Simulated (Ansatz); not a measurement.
**From ZrSe2 to ZrSe2**

System: ZrSe2 (P-3m1, 3 atoms in the cell).
Method of run 1: DFT PBE+D3(BJ), scalar-relativistic, plane waves, PAW, PAW set soft_1, no spin polarisation (Ansatz 0.2.0).
System of run 2: ZrSe2 (slab, 3 atoms in the cell).

On run 1: The structure derives from an entry of the Crystallography Open Database. On run 2: The structure derives from an entry of the Crystallography Open Database. Text and figures count atoms from 1; the logs count them from 0 in places.

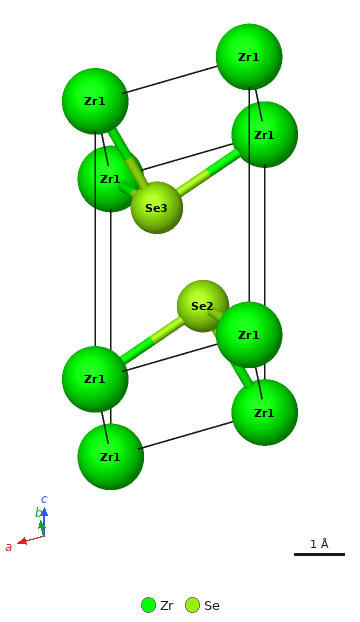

Fig. 1: The structure as given in the input (ball-and-stick view of the cell of the calculation, seen at an oblique angle; atoms are numbered from 1 in the order of the input).

The input, run 1:
```yaml
crystal:
  lattice:
    - [3.7979980586, 0.0, 0.0]
    - [-1.8989990293, 3.2891628022, 0.0]
    - [0.0, 0.0, 6.192]
  atoms:
    - { symbol: Zr, position: [0.0, 0.0, 0.0] }
    - { symbol: Se, position: [0.3333333333, 0.6666666667, 0.25] }
    - { symbol: Se, position: [0.6666666667, 0.3333333333, 0.75] }
basis:
  ecutwfc: 420
kpoints:
  mp_grid: { grid: [6, 6, 4] }
hamiltonian:
  xc: pbe
  pseudopotentials: { kind: paw, azcp: { folder: soft_1 } }
  dispersion: d3bj
scf:
  occupations: { method: gaussian, width: 0.1 }
output:
  forces: true
  stress: true
  eigenvalues: true
```

Launched with:
```bash
ansatz run input.yaml --threads 2 --pin off --max-ram 6144MiB --backend cpu --events-out ev --progress --plain --runs-dir out
```

Hardware: 2 threads of Intel Xeon (Sapphire Rapids), 64 GiB of memory available, shared host.

Output, shortened to warnings, some set-up lines, iterations and results (run 1):
```
Basis set: ecut = 420 eV, 1521 PW (Γ), exchange–correlation on 54×54×90 points (8 copies of the dense FFT grid, shifted against one another)
Symmetry: 12 space group operations
k-points: 24 of 144
Initial density: superposition of atomic densities (chi_scale 0.1, normalization cell, long waves kept (reshape's long-wave potential 0.07 eV rms))
[...]
SCF iter   1: F=—  HF=-15130.054350 eV  |F-HF|=—  |Δ(HF+E_count)|=         —  Δρ=8.08e-2  dr2=1.96e1  ethr=3.10e-3  ⟨swp⟩=6.0  Hψ=2735  notcnv=0
SCF iter   2: F=—  HF=-15128.628977 eV  |F-HF|=—  |Δ(HF+E_count)|=    1.43e0  Δρ=5.37e-2  dr2=6.75e0  ethr=3.10e-3  ⟨swp⟩=4.0  Hψ=1708  notcnv=0  defer=3
SCF iter   3: F=—  HF=-15127.261266 eV  |F-HF|=—  |Δ(HF+E_count)|=    1.37e0  Δρ=1.53e-2  dr2=3.13e-1  ethr=3.10e-3  ⟨swp⟩=3.6  Hψ=1283  notcnv=0  defer=18
SCF iter   4: F=—  HF=-15127.212265 eV  |F-HF|=—  |Δ(HF+E_count)|=   4.90e-2  Δρ=4.87e-3  dr2=2.85e-2  ethr=7.11e-4  ⟨swp⟩=2.1  Hψ=922  notcnv=0  defer=21
SCF iter   5: F=—  HF=-15127.210745 eV  |F-HF|=—  |Δ(HF+E_count)|=   1.52e-3  Δρ=1.17e-3  dr2=2.76e-3  ethr=6.48e-5  ⟨swp⟩=2.0  Hψ=848  notcnv=0  defer=21
SCF iter   6: F=—  HF=-15127.210977 eV  |F-HF|=—  |Δ(HF+E_count)|=   2.32e-4  Δρ=5.29e-4  dr2=6.05e-4  ethr=6.27e-6  ⟨swp⟩=2.7  Hψ=1026  notcnv=0  defer=21
SCF iter   7: F=—  HF=-15127.210910 eV  |F-HF|=—  |Δ(HF+E_count)|=   6.65e-5  Δρ=1.64e-4  dr2=3.04e-5  ethr=1.38e-6  ⟨swp⟩=2.1  Hψ=1106  notcnv=0  defer=21
SCF iter   8: F=—  HF=-15127.210923 eV  |F-HF|=—  |Δ(HF+E_count)|=   1.23e-5  Δρ=4.95e-5  dr2=3.75e-6  ethr=6.91e-8  ⟨swp⟩=2.7  Hψ=1162  notcnv=0  defer=21
SCF iter   9: F=—  HF=-15127.210924 eV  |F-HF|=—  |Δ(HF+E_count)|=   1.32e-6  Δρ=1.19e-5  dr2=1.64e-7  ethr=8.53e-9  ⟨swp⟩=2.0  Hψ=776  notcnv=0  defer=21
SCF iter  10: F=-15127.210924 eV  HF=-15127.210924 eV  |F-HF|=7.31e-9  |Δ(HF+E_count)|=   3.00e-7  Δρ=3.34e-6  dr2=7.65e-9  ethr=2.27e-10  ⟨swp⟩=10.5  Hψ=2768  notcnv=0
SCF 1 converged in 10 iterations: F = -15127.210924 eV  dr2 = 7.65e-9
SCF converged after 10 iterations
Free energy (F): -15127.210924 eV
Harris-Foulkes:  -15127.210924 eV  (|F-HF|=7.31e-9)
Internal energy: -15127.210873 eV  (E = F + TS)
E sigma→0 (E₀):  -15127.210899 eV
Entropy (-TS):   -0.000051 eV (-0.017 meV/atom)
Fermi energy:    8.608542 eV
--- Per-component energies (eV) ---
  E_band       = -909.729793
  E_kinetic    = 537.763356
  E_local      = -6333.151284  (includes V_loc(G=0)·N_el)
  E_nonlocal   = -636.233521
  E_hartree    = 3178.250319
  E_xc         = -326.125463
  E_vxc        = -365.068520  (∫ρ·V_xc dr)
  E_paw        = -7223.267879  (= ΣΔE_a)
  E_vpaw       = -469.539714  (= ΣTr[D̂ρ^β])
  E_aug_tail   = -0.000792  (compensation charges beyond the density's cutoff)
  E_ewald      = -4323.302722
  E_disp       = -1.142887  (pairwise vdW)
  E_smearing   = -0.000051  (= −TS)
  E_closure    = -0.000000  (closes the sum)
  Σ components = -15127.210924   (vs F -15127.210924, Δ=0.00e0)
--- Forces (eV/Å), atoms counted from 1 ---
  atom   1  Zr    -0.00000000     0.00000000     0.00000000
  atom   2  Se     0.00000000     0.00000000     0.28697625
  atom   3  Se    -0.00000000    -0.00000000    -0.28697625
  max |Σ_I F_I| component: 6.31e-30 eV/Å
--- Stress (GPa, compression-positive) ---
       -0.929923       0.000000      -0.000000
        0.000000      -0.929923      -0.000000
        0.000000      -0.000000       0.487315
  P = ⅓ Tr σ = -0.4575 GPa (-4.575 kbar)
```

The input of run 2 differs as follows (lines with − go, lines with + come):
```diff
-    - [3.7979980586, 0.0, 0.0]
-    - [-1.8989990293, 3.2891628022, 0.0]
-    - [0.0, 0.0, 6.192]
+    - [3.7360944041, 0.0, 0.0]
+    - [-1.8680472021, 3.2355526649, 0.0]
+    - [0.0, 0.0, 32.3926861744]
-    - { symbol: Zr, position: [0.0, 0.0, 0.0] }
-    - { symbol: Se, position: [0.3333333333, 0.6666666667, 0.25] }
-    - { symbol: Se, position: [0.6666666667, 0.3333333333, 0.75] }
+    - { symbol: Se, position: [0.6666666667, 0.3333333333, 0.4506625806] }
+    - { symbol: Zr, position: [0.0, 0.0, 0.5] }
+    - { symbol: Se, position: [0.3333333333, 0.6666666667, 0.5493374194] }
+  periodic: [true, true, false]
-  mp_grid: { grid: [6, 6, 4] }
+  mp_grid: { grid: [6, 6, 1] }
```

Predict how the results change.

The total energies belong to different systems, so their difference says nothing on which is more stable or more accurate. The gap on the mesh goes from 0.37 to 0.31 eV. The largest force goes from 0.287 to 0.024 eV/Å. The SCF takes 8 iterations against 10. The irreducible k-points go from 24 to 7. The plane waves at Γ go from 1521 to 7729. The two runs start from different initial densities, which also moves the count.

Output, shortened to warnings, some set-up lines, iterations and results (run 2):
```
Basis set: ecut = 420 eV, 7729 PW (Γ), exchange–correlation on 50×50×450 points (8 copies of the dense FFT grid, shifted against one another)
Symmetry: 12 space group operations
k-points: 7 of 36
Initial density: superposition of atomic densities (neutral atoms: chi_scale 0, normalization atom)
[...]
SCF iter   1: F=—  HF=-15127.371804 eV  |F-HF|=—  |Δ(HF+E_count)|=         —  Δρ=1.67e-2  dr2=1.68e0  ethr=3.10e-3  ⟨swp⟩=12.1  Hψ=1116  notcnv=0
SCF iter   2: F=—  HF=-15126.927406 eV  |F-HF|=—  |Δ(HF+E_count)|=   4.44e-1  Δρ=6.96e-3  dr2=2.99e-1  ethr=3.10e-3  ⟨swp⟩=3.9  Hψ=427  notcnv=0  defer=6
SCF iter   3: F=—  HF=-15126.956706 eV  |F-HF|=—  |Δ(HF+E_count)|=   2.93e-2  Δρ=4.36e-3  dr2=3.68e-1  ethr=6.81e-4  ⟨swp⟩=5.0  Hψ=463  notcnv=0  defer=6
SCF iter   4: F=—  HF=-15126.894643 eV  |F-HF|=—  |Δ(HF+E_count)|=   6.21e-2  Δρ=1.41e-3  dr2=2.02e-2  ethr=6.81e-4  ⟨swp⟩=3.3  Hψ=339  notcnv=0  defer=5
SCF iter   5: F=—  HF=-15126.891259 eV  |F-HF|=—  |Δ(HF+E_count)|=   3.38e-3  Δρ=2.33e-4  dr2=1.42e-4  ethr=4.59e-5  ⟨swp⟩=3.0  Hψ=302  notcnv=0  defer=5
SCF iter   6: F=—  HF=-15126.891235 eV  |F-HF|=—  |Δ(HF+E_count)|=   2.41e-5  Δρ=7.06e-5  dr2=2.16e-5  ethr=3.23e-7  ⟨swp⟩=4.1  Hψ=430  notcnv=0  defer=5
SCF iter   7: F=—  HF=-15126.891221 eV  |F-HF|=—  |Δ(HF+E_count)|=   1.36e-5  Δρ=1.48e-5  dr2=9.63e-7  ethr=4.90e-8  ⟨swp⟩=3.0  Hψ=286  notcnv=0  defer=5
SCF iter   8: F=-15126.891222 eV  HF=-15126.891222 eV  |F-HF|=5.52e-8  |Δ(HF+E_count)|=   9.48e-7  Δρ=2.73e-6  dr2=2.36e-8  ethr=2.27e-10  ⟨swp⟩=17.4  Hψ=1248  notcnv=0
SCF 1 converged in 8 iterations: F = -15126.891222 eV  dr2 = 2.36e-8
SCF converged after 8 iterations
Free energy (F): -15126.891222 eV
Harris-Foulkes:  -15126.891222 eV  (|F-HF|=5.52e-8)
Internal energy: -15126.890546 eV  (E = F + TS)
E sigma→0 (E₀):  -15126.890884 eV
Entropy (-TS):   -0.000676 eV (-0.225 meV/atom)
Fermi energy:    -5.317888 eV
--- Per-component energies (eV) ---
  E_band       = -1521.599493
  E_kinetic    = 537.805787
  E_local      = -99249.709982  (includes V_loc(G=0)·N_el)
  E_nonlocal   = -636.241092
  E_hartree    = 49330.514197
  E_xc         = -326.043742
  E_vxc        = -364.918758  (∫ρ·V_xc dr)
  E_paw        = -7223.278616  (= ΣΔE_a)
  E_vpaw       = -469.554181  (= ΣTr[D̂ρ^β])
  E_aug_tail   = -0.000781  (compensation charges beyond the density's cutoff)
  E_ewald      = 42440.890018
  E_disp       = -0.826335  (pairwise vdW)
  E_smearing   = -0.000676  (= −TS)
  E_closure    = 0.000000  (closes the sum)
  Σ components = -15126.891222   (vs F -15126.891222, Δ=0.00e0)
--- Forces (eV/Å), atoms counted from 1 ---
  atom   1  Se    -0.00000000     0.00000000    -0.02360970
  atom   2  Zr     0.00000000    -0.00000000     0.00000000
  atom   3  Se    -0.00000000    -0.00000000     0.02360970
  max |Σ_I F_I| component: 2.31e-18 eV/Å
--- 2D stress c σ (N/m, compression-positive) ---
        0.661264       0.000000       0.000000
        0.000000       0.661264       0.000000
        0.000000       0.000000       0.000000
  P = ½ c Tr σ = 0.6613 N/m
```

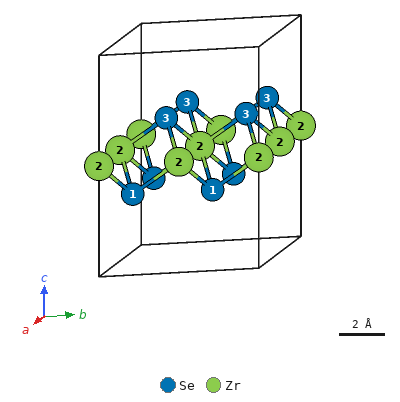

Fig. 2: The input structure of run 2 (ball-and-stick view of the 2 × 2 repeat of the cell, with the vacuum cut short, seen slightly off an axis; atoms are numbered from 1 in the order of the input).

The two runs side by side:

```tsv
quantity	run 1	run 2
outcome	converged	converged
free energy per atom (eV)	−5042.4036	−5042.2971
gap on the mesh (eV)	0.37	0.31
pressure (GPa)	−0.46	–
volume per atom (Å³)	25.78	–
largest force (eV/Å)	0.287	0.024
SCF iterations	10	8
irreducible k-points	24	7
plane waves at Γ	1521	7729
work function (eV)	–	5.32
wall time (shared host)	1.2 s	2.3 s
```
